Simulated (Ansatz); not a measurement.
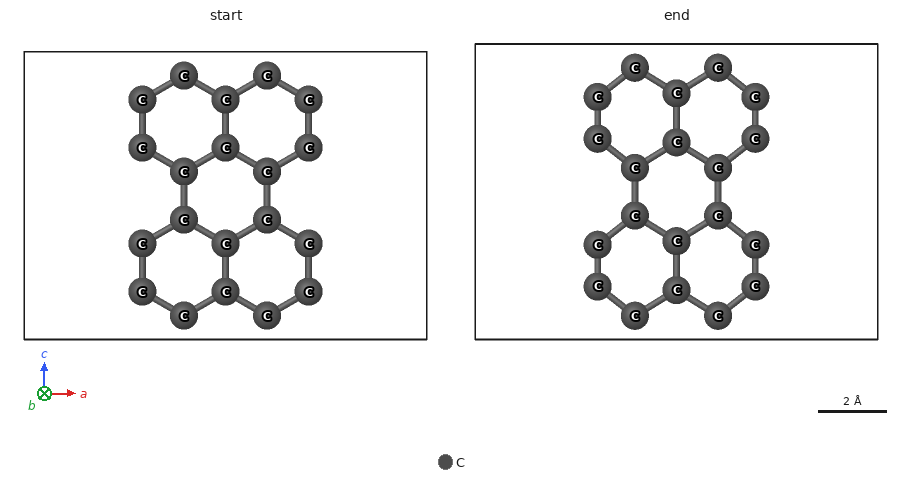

The structure of a wire of composition C before (left) and after (right) a relaxation, at one scale.

Style: ball-and-stick. Shown: the 2 repeat of the cell, with the vacuum cut short, along the b axis.

Case: armchair ribbon, 5 formula units a period.

Theory: DFT PBE, scalar-relativistic, plane waves, PAW in Ansatz 0.2.0. Settings: plane-wave cutoff 420 eV; k-point mesh 1 × 1 × 13; occupations gaussian; smearing width 0.05 eV; no spin polarisation; cell relaxed at fixed a, b, alpha, beta, gamma; force threshold 0.02 eV/Å; at most 45 steps.

**Describe what moved and what it gained.**

The largest moves relative to the layer's centre, 0.17 Å, are those of C atoms. Along the periodic axis the drawn cell goes c 8.544 → 8.771 Å (+2.7 %). Among the contacts that change: C–C 1.424 → 1.238 Å, C–C 1.424 → 1.451 Å, C–C 1.424 → 1.405 Å. Bond angles that change, for instance: C–C–C 120.0° → 110.2°, C–C–C 120.0° → 128.2°, C–C–C 120.0° → 116.7°. The energy falls by 2.007 eV per cell of the calculation in 5 accepted moves (8 points after the start). Largest force component: 6.9 eV/Å at the start, 0.013 eV/Å at the end. The line search rejected the trial step at point 2 of the run. At 2 points the geometry stayed and the basis and grid were re-selected for the new cell (energy shift of 9.5 meV per cell of the calculation at most each time). The run took 17 s on 4 threads of Intel(R) Xeon(R) 6975P-C (Granite Rapids), with other jobs on the host, peak memory 0.95 GiB.
